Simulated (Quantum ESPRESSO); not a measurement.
**Band-structure run, with input and output: SiC (part 1 of 2)**

The run: band-structure run of SiC (8 atoms in the cell). Method and program: Kohn-Sham DFT of a periodic cell, optB86b-vdW, PseudoDojo 0.4.1 SR PBE standard, no spin polarisation (Quantum ESPRESSO 7.5).

The structure derives from a Materials Project entry.

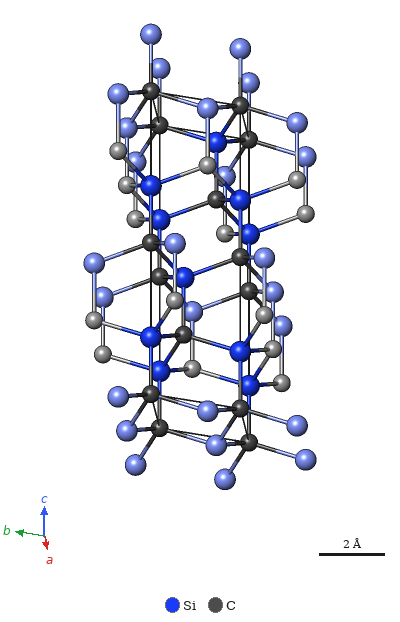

**Figure 1.** The structure as given in the input (ball-and-stick view of the cell of the calculation, seen at an oblique angle; neighbours outside the cell are drawn fainter). An atom can appear more than once, as a periodic image. Near neighbours in the periodic cell (some may lie outside the picture): Si has 4 C at 1.88 to 1.89 Å; C has 4 Si at 1.88 to 1.89 Å.

## Results in brief

- outcome: converged
- space group (tolerance 0.01 Å): P6₃mc (186)
- electrons treated: 32
- free energy: −1120.0748 eV
- Fermi energy: 10.724 eV
- gap on the k-point mesh: 2.26 eV
- gap on the band path: 2.26 eV
- pressure: 3.66 GPa
- largest force (length of the vector): 0.010 eV/Å
- hardware: 1 thread of INTEL XEON PLATINUM @ 2.30GHz (Emerald Rapids), 24 GiB of memory available, shared host
- wall time: 5.4 min
- peak memory: 0.27 GiB

## Notes

Further notes kept with the run: potentials made for another functional. Points of doubt noted for this run: potentials made for another functional.

## Input
```
&CONTROL
  calculation = 'scf'
  prefix = 'pwscf'
  outdir = './tmp'
  pseudo_dir = './pseudo'
  tprnfor = .true.
  tstress = .true.
  disk_io = 'low'
/
&SYSTEM
  ibrav = 0
  nat = 8
  ntyp = 2
  ecutwfc = 82
  nbnd = 24
  input_dft = 'vdw-df-ob86'
  occupations = 'smearing'
  smearing = 'fd'
  degauss = 0.00367493
/
&ELECTRONS
  conv_thr = 1.6d-09
  electron_maxstep = 120
  mixing_beta = 0.5
/
ATOMIC_SPECIES
Si    28.0850 Si.upf
C     12.0110 C.upf
CELL_PARAMETERS angstrom
   3.0756941497    0.0000000000    0.0000000000
  -1.5378470748    2.6636292679    0.0000000000
   0.0000000000    0.0000000000   10.0706464800
ATOMIC_POSITIONS angstrom
Si     0.0000000000    0.0000000000    1.8922178766
Si     0.0000000000    0.0000000000    6.9275411166
Si    -0.0000000001    1.7757528454    4.4093517947
Si     1.5378470750    0.8878764225    9.4446750347
C      0.0000000000    0.0000000000    0.0046330009
C      0.0000000000    0.0000000000    5.0399562409
C     -0.0000000001    1.7757528454    2.5156735737
C      1.5378470750    0.8878764225    7.5509968137
K_POINTS automatic
10 10 3 0 0 0
```

## File bands.in
```
&CONTROL
  calculation = 'bands'
  prefix = 'pwscf'
  outdir = './tmp'
  pseudo_dir = './pseudo'
  disk_io = 'low'
  verbosity = 'high'
/
&SYSTEM
  ibrav = 0
  nat = 8
  ntyp = 2
  ecutwfc = 82
  nbnd = 24
  input_dft = 'vdw-df-ob86'
  occupations = 'smearing'
  smearing = 'fd'
  degauss = 0.00367493
/
&ELECTRONS
  conv_thr = 1d-08
  electron_maxstep = 120
  mixing_beta = 0.5
  diago_full_acc = .true.
/
ATOMIC_SPECIES
Si    28.0850 Si.upf
C     12.0110 C.upf
CELL_PARAMETERS angstrom
   3.0756941497    0.0000000000    0.0000000000
  -1.5378470748    2.6636292679    0.0000000000
   0.0000000000    0.0000000000   10.0706464800
ATOMIC_POSITIONS angstrom
Si     0.0000000000    0.0000000000    1.8922178766
Si     0.0000000000    0.0000000000    6.9275411166
Si    -0.0000000001    1.7757528454    4.4093517947
Si     1.5378470750    0.8878764225    9.4446750347
C      0.0000000000    0.0000000000    0.0046330009
C      0.0000000000    0.0000000000    5.0399562409
C     -0.0000000001    1.7757528454    2.5156735737
C      1.5378470750    0.8878764225    7.5509968137
K_POINTS crystal
60
 0.0000000000  0.0000000000  0.0000000000 1
 0.0555555556  0.0000000000  0.0000000000 1
 0.1111111111  0.0000000000  0.0000000000 1
 0.1666666667  0.0000000000  0.0000000000 1
 0.2222222222  0.0000000000  0.0000000000 1
 0.2777777778  0.0000000000  0.0000000000 1
 0.3333333333  0.0000000000  0.0000000000 1
 0.3888888889  0.0000000000  0.0000000000 1
 0.4444444444  0.0000000000  0.0000000000 1
 0.5000000000  0.0000000000  0.0000000000 1
 0.4666666667  0.0666666667  0.0000000000 1
 0.4333333333  0.1333333333  0.0000000000 1
 0.4000000000  0.2000000000  0.0000000000 1
 0.3666666667  0.2666666667  0.0000000000 1
 0.3333333333  0.3333333333  0.0000000000 1
 0.3000000000  0.3000000000  0.0000000000 1
 0.2666666667  0.2666666667  0.0000000000 1
 0.2333333333  0.2333333333  0.0000000000 1
 0.2000000000  0.2000000000  0.0000000000 1
 0.1666666667  0.1666666667  0.0000000000 1
 0.1333333333  0.1333333333  0.0000000000 1
 0.1000000000  0.1000000000  0.0000000000 1
 0.0666666667  0.0666666667  0.0000000000 1
 0.0333333333  0.0333333333  0.0000000000 1
 0.0000000000  0.0000000000  0.0000000000 1
 0.0000000000  0.0000000000  0.2500000000 1
 0.0000000000  0.0000000000  0.5000000000 1
 0.0555555556  0.0000000000  0.5000000000 1
 0.1111111111  0.0000000000  0.5000000000 1
 0.1666666667  0.0000000000  0.5000000000 1
 0.2222222222  0.0000000000  0.5000000000 1
 0.2777777778  0.0000000000  0.5000000000 1
 0.3333333333  0.0000000000  0.5000000000 1
 0.3888888889  0.0000000000  0.5000000000 1
 0.4444444444  0.0000000000  0.5000000000 1
 0.5000000000  0.0000000000  0.5000000000 1
 0.4666666667  0.0666666667  0.5000000000 1
 0.4333333333  0.1333333333  0.5000000000 1
 0.4000000000  0.2000000000  0.5000000000 1
 0.3666666667  0.2666666667  0.5000000000 1
 0.3333333333  0.3333333333  0.5000000000 1
 0.3076923077  0.3076923077  0.5000000000 1
 0.2820512821  0.2820512821  0.5000000000 1
 0.2564102564  0.2564102564  0.5000000000 1
 0.2307692308  0.2307692308  0.5000000000 1
 0.2051282051  0.2051282051  0.5000000000 1
 0.1794871795  0.1794871795  0.5000000000 1
 0.1538461538  0.1538461538  0.5000000000 1
 0.1282051282  0.1282051282  0.5000000000 1
 0.1025641026  0.1025641026  0.5000000000 1
 0.0769230769  0.0769230769  0.5000000000 1
 0.0512820513  0.0512820513  0.5000000000 1
 0.0256410256  0.0256410256  0.5000000000 1
 0.0000000000  0.0000000000  0.5000000000 1
 0.5000000000  0.0000000000  0.5000000000 1
 0.5000000000  0.0000000000  0.2500000000 1
 0.5000000000  0.0000000000  0.0000000000 1
 0.3333333333  0.3333333333  0.0000000000 1
 0.3333333333  0.3333333333  0.2500000000 1
 0.3333333333  0.3333333333  0.5000000000 1
```

Launch command:
```bash
OMP_NUM_THREADS=1 pw.x -in pw.in > pw.out
OMP_NUM_THREADS=1 pw.x -in bands.in > bands.out
```

## The program's output
```
This program is part of the open-source Quantum ESPRESSO suite
     for quantum simulation of materials; please cite
         "P. Giannozzi et al., J. Phys.:Condens. Matter 21 395502 (2009);
         "P. Giannozzi et al., J. Phys.:Condens. Matter 29 465901 (2017);
         "P. Giannozzi et al., J. Chem. Phys. 152 154105 (2020);
          URL
     in publications or presentations arising from this work. More details at

     IMPORTANT: XC functional enforced from input :
     Exchange-correlation= VDW-DF-OB86
                           (   1   4  24   0   1   0   0)
     Any further DFT definition will be discarded
     Please, verify this is what you really want

     Message from routine setup:
     using ibrav=0 with symmetry is DISCOURAGED, use correct ibrav instead

     G-vector sticks info
     --------------------
     sticks:   dense  smooth     PW     G-vecs:    dense   smooth      PW
     Sum         757     757    211                55837    55837    8561

     Using Slab Decomposition

     bravais-lattice index     =            0
     lattice parameter (alat)  =       5.8122  a.u.
     unit-cell volume          =     556.7637 (a.u.)^3
     number of atoms/cell      =            8
     number of atomic types    =            2
     number of electrons       =        32.00
     number of Kohn-Sham states=           24
     kinetic-energy cutoff     =      82.0000  Ry
     charge density cutoff     =     328.0000  Ry
     scf convergence threshold =      1.6E-09
     mixing beta               =       0.5000
     number of iterations used =            8  plain     mixing
     Exchange-correlation= VDW-DF-OB86
                           (   1   4  24   0   1   0   0)

     celldm(1)=   5.812220  celldm(2)=   0.000000  celldm(3)=   0.000000
     celldm(4)=   0.000000  celldm(5)=   0.000000  celldm(6)=   0.000000

     crystal axes: (cart. coord. in units of alat)
               a(1) = (   1.000000   0.000000   0.000000 )
               a(2) = (  -0.500000   0.866025   0.000000 )
               a(3) = (   0.000000   0.000000   3.274268 )

     reciprocal axes: (cart. coord. in units 2 pi/alat)
               b(1) = (  1.000000  0.577350 -0.000000 )
               b(2) = (  0.000000  1.154701  0.000000 )
               b(3) = (  0.000000 -0.000000  0.305412 )

     PseudoPot. # 1 for Si read from file:
     Si.upf
     Pseudo is Norm-conserving + core correction, Zval =  4.0
     Generated using ONCVPSP code by D. R. Hamann
     Using radial grid of 1510 points,  6 beta functions with:
                l(1) =   0
                l(2) =   0
                l(3) =   1
                l(4) =   1
                l(5) =   2
                l(6) =   2

     PseudoPot. # 2 for C  read from file:
     C.upf
     Pseudo is Norm-conserving + core correction, Zval =  4.0
     Generated using ONCVPSP code by D. R. Hamann
     Using radial grid of 1248 points,  4 beta functions with:
                l(1) =   0
                l(2) =   0
                l(3) =   1
                l(4) =   1

     atomic species   valence    mass     pseudopotential
     Si                4.00    28.08500     Si( 1.00)
     C                 4.00    12.01100     C ( 1.00)

     12 Sym. Ops. (no inversion) found ( 6 have fractional translation)

   Cartesian axes

     site n.     atom                  positions (alat units)
         1        Si     tau(   1) = (   0.0000000   0.0000000   0.6152165  )
         2        Si     tau(   2) = (   0.0000000   0.0000000   2.2523505  )
         3        Si     tau(   3) = (  -0.0000000   0.5773503   1.4336119  )
         4        Si     tau(   4) = (   0.5000000   0.2886751   3.0707458  )
         5        C      tau(   5) = (   0.0000000   0.0000000   0.0015063  )
         6        C      tau(   6) = (   0.0000000   0.0000000   1.6386403  )
         7        C      tau(   7) = (  -0.0000000   0.5773503   0.8179206  )
         8        C      tau(   8) = (   0.5000000   0.2886751   2.4550545  )

     number of k points=    28  Fermi-Dirac smearing, width (Ry)=  0.0037
                       cart. coord. in units 2pi/alat
        k(    1) = (   0.0000000   0.0000000   0.0000000), wk =   0.0066667
        k(    2) = (   0.0000000   0.0000000   0.1018039), wk =   0.0133333
        k(    3) = (   0.0000000   0.1154701   0.0000000), wk =   0.0400000
        k(    4) = (   0.0000000   0.1154701   0.1018039), wk =   0.0800000
        k(    5) = (   0.0000000   0.2309401   0.0000000), wk =   0.0400000
        k(    6) = (   0.0000000   0.2309401   0.1018039), wk =   0.0800000
        k(    7) = (   0.0000000   0.3464102   0.0000000), wk =   0.0400000
        k(    8) = (   0.0000000   0.3464102   0.1018039), wk =   0.0800000
        k(    9) = (   0.0000000   0.4618802   0.0000000), wk =   0.0400000
        k(   10) = (   0.0000000   0.4618802   0.1018039), wk =   0.0800000
        k(   11) = (   0.0000000  -0.5773503   0.0000000), wk =   0.0200000
        k(   12) = (   0.0000000  -0.5773503   0.1018039), wk =   0.0400000
        k(   13) = (   0.1000000   0.1732051   0.0000000), wk =   0.0400000
        k(   14) = (   0.1000000   0.1732051   0.1018039), wk =   0.0800000
        k(   15) = (   0.1000000   0.2886751   0.0000000), wk =   0.0800000
        k(   16) = (   0.1000000   0.2886751   0.1018039), wk =   0.1600000
        k(   17) = (   0.1000000   0.4041452   0.0000000), wk =   0.0800000
        k(   18) = (   0.1000000   0.4041452   0.1018039), wk =   0.1600000
        k(   19) = (   0.1000000   0.5196152   0.0000000), wk =   0.0800000
        k(   20) = (   0.1000000   0.5196152   0.1018039), wk =   0.1600000
        k(   21) = (   0.2000000   0.3464102   0.0000000), wk =   0.0400000
        k(   22) = (   0.2000000   0.3464102   0.1018039), wk =   0.0800000
        k(   23) = (   0.2000000   0.4618802   0.0000000), wk =   0.0800000
        k(   24) = (   0.2000000   0.4618802   0.1018039), wk =   0.1600000
        k(   25) = (   0.2000000   0.5773503   0.0000000), wk =   0.0400000
        k(   26) = (   0.2000000   0.5773503   0.1018039), wk =   0.0800000
        k(   27) = (   0.3000000   0.5196152   0.0000000), wk =   0.0400000
        k(   28) = (   0.3000000   0.5196152   0.1018039), wk =   0.0800000

     Dense  grid:    55837 G-vectors     FFT dimensions: (  36,  36, 120)

     Initial potential from superposition of free atoms

     starting charge      31.9974, renormalised to      32.0000

     %%%%%%%%%%%%%%%%%%%%%%%%%%%%%%%%%%%%%%%%%%%%%%%%%%%%%%%%%%%%%%%%%%%%%%%%
     %                                                                      %
     % You are using vdW-DF, which was implemented by the Thonhauser group. %
     % Please cite the following two papers that made this development      %
     % possible and the two reviews that describe the various versions:     %
     %                                                                      %
     %   T. Thonhauser et al., PRL 115, 136402 (2015).                      %
     %   T. Thonhauser et al., PRB 76, 125112 (2007).                       %
     %   K. Berland et al., Rep. Prog. Phys. 78, 066501 (2015).             %
     %   D.C. Langreth et al., J. Phys.: Condens. Matter 21, 084203 (2009). %
     %                                                                      %
     % If you are calculating stress with vdW-DF, please also cite:         %
     %                                                                      %
     %   R. Sabatini et al., J. Phys.: Condens. Matter 24, 424209 (2012).   %
     %                                                                      %
     %%%%%%%%%%%%%%%%%%%%%%%%%%%%%%%%%%%%%%%%%%%%%%%%%%%%%%%%%%%%%%%%%%%%%%%%

     %%%%%%%%%%%%%%%%%%%%%%%%%%%%%%%%%%%%%%%%%%%%%%%%%%%%%%%%%%%%%%%%%%%%%%%%
     %                                                                      %
     %  vdW-DF NEWS:                                                        %
     %                                                                      %
     %  * vdW-DF3 is now available. DOI: 10.1021/acs.jctc.0c00471           %
     %    use with input_dft = 'vdW-DF3-opt1' or 'vdW-DF3-opt2'             %
     %                                                                      %
     %  * Unscreened and range-separated hybrid vdW-DF-cx functionals       %
     %    DOI: 10.1063/1.4986522 and 10.1088/1361-648X/ac2ad2               %
     %    use with input_dft = 'vdW-DF-cx0'    and 'vdW-DF-ahcx'            %
     %  * Unscreened and range-separated hybrid vdW-DF2-b86r functionals    %
     %    DOI: 10.1063/1.4986522 and DOI: 10.1103/PhysRevX.12.041003        %
     %    use with input_dft = 'vdW-DF2-br0' and 'vdW-DF2-ahbr'             %
     %                                                                      %
     %%%%%%%%%%%%%%%%%%%%%%%%%%%%%%%%%%%%%%%%%%%%%%%%%%%%%%%%%%%%%%%%%%%%%%%%

     Starting wfcs are   32 randomized atomic wfcs

     Self-consistent Calculation

     iteration #  1     ecut=    82.00 Ry     beta= 0.50
     Davidson diagonalization with overlap
     ethr =  1.00E-02,  avg # of iterations =  4.2
```
